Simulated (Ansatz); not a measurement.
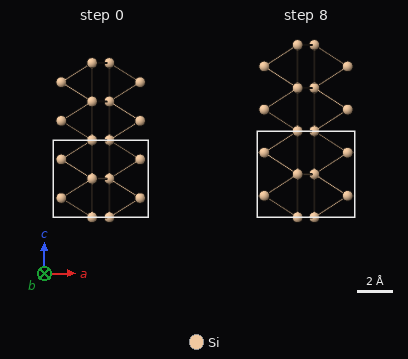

The structure of solid Si (a generated structure, set up in Pbcm) (coarse preliminary run) before (left) and after (right) a relaxation, at one scale.

A ball-and-stick model of the cell of the calculation, repeated 1 × 1 × 2 with one cell outlined, seen along the b axis.

Computed with Ansatz 0.2.0, DFT PBE, scalar-relativistic, plane waves, PAW.

Input
```yaml
crystal:
  lattice:
    - [5.54439596, 0.0, 0.0]
    - [0.0, 4.26802479, 0.0]
    - [0.0, 0.0, 4.5226429]
  atoms:
    - { symbol: Si, position: [0.40861372, 0.25, 0.0] }
    - { symbol: Si, position: [0.59138628, 0.75, 0.5] }
    - { symbol: Si, position: [0.59138628, 0.75, 0.0] }
    - { symbol: Si, position: [0.40861372, 0.25, 0.5] }
    - { symbol: Si, position: [0.91606918, 0.50968414, 0.25] }
    - { symbol: Si, position: [0.08393082, 0.49031586, 0.75] }
    - { symbol: Si, position: [0.08393082, 0.00968414, 0.25] }
    - { symbol: Si, position: [0.91606918, 0.99031586, 0.75] }
basis:
  ecutwfc: 420
kpoints:
  mp_grid: { grid: [4, 4, 4] }
hamiltonian:
  xc: pbe
scf:
  occupations: { method: gaussian, width: 0.1 }
  lower_state_search: "off"
output:
  forces: true
  stress: true
  eigenvalues: true
relax:
  adjacent_minimum: "off"
  f_tol: 0.04
  max_steps: 70
  cell: { stress_tol: 0.4 }
```

Launched with:
```bash
ansatz run input.yaml --threads 1 --pin off --max-ram 2560MiB --backend cpu --events-out ev --progress --plain --runs-dir out
```

> What changed between the two?

The largest moves relative to the cell, 0.088 Å, are those of Si5, Si6, Si7 and Si8. Si8 goes along [3 −2 0]. The volume changes by +23.1 %, with a 5.544 → 5.690 Å (+2.6 %), b 4.268 → 4.584 Å (+7.4 %), c 4.523 → 5.051 Å (+11.7 %). Near-neighbour distances that change, for instance: Si1–Si4 2.261 → 2.525 Å, Si5–Si6 2.447 → 2.657 Å, Si1–Si6 2.360 → 2.553 Å, Si1–Si3 2.362 → 2.493 Å. Bond angles that change, for instance: Si7–Si8–Si7 135.1° → 143.8°, Si6–Si8–Si6 132.9° → 141.3°, Si6–Si8–Si7 83.0° → 87.9°. The space group stays Pbcm (No. 57). After 6 accepted moves (8 points after the start) the energy has fallen by 309 meV per atom. The largest force component goes from 0.76 to 0.0072 eV/Å. The pressure goes from 32.86 to 0.13 GPa. The line search rejected the trial step at point 5 of the run. The SCF was repeated once at an unchanged geometry on a basis and grid sized afresh for the cell, which shifted the energy by 2.1 meV per atom at most.
